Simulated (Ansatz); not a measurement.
Here is a crystal structure:

```xyz
3
Lattice="3.6604 0.0000 0.0000 -1.8302 3.1700 0.0000 0.0000 0.0000 5.9275" Properties=species:S:1:pos:R:3 pbc="T T T"
Hf    0.0000    0.0000    0.0000
S     1.8302    1.0567    4.5012
S     0.0000    2.1133    1.4263
```

What crystal do these data define?

Formula: HfS$_{2}$. It takes space group P-3m1 (No. 164) on a primitive hexagonal lattice. The arrangement is known as cadmium iodide (CdI₂, 1T) type. In the cell are 1 Hf, 2 S, which makes 1 formula unit. About every Hf there are six S in an octahedral arrangement at 2.55 Å. The S atoms are each bonded to three Hf in a trigonal pyramidal arrangement at 2.55 Å. Not all metal-metal contacts are counted. The bonds build HfS2 layers parallel to (001).

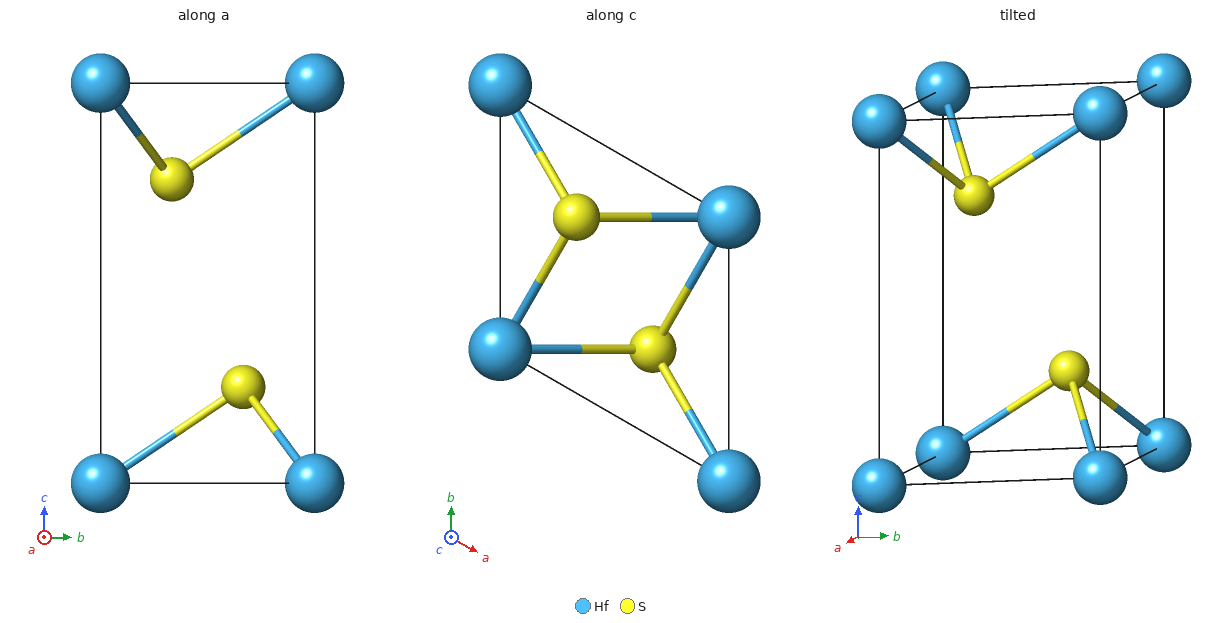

A ball-and-stick rendering, viewed along the a axis, along the c axis and slightly off an axis. Lines trace the edges of the conventional unit cell.

The structure comes from a structure listed in the Materials Project. The cell was then strained or its atoms displaced on purpose. It was run through Ansatz as a DFT input.
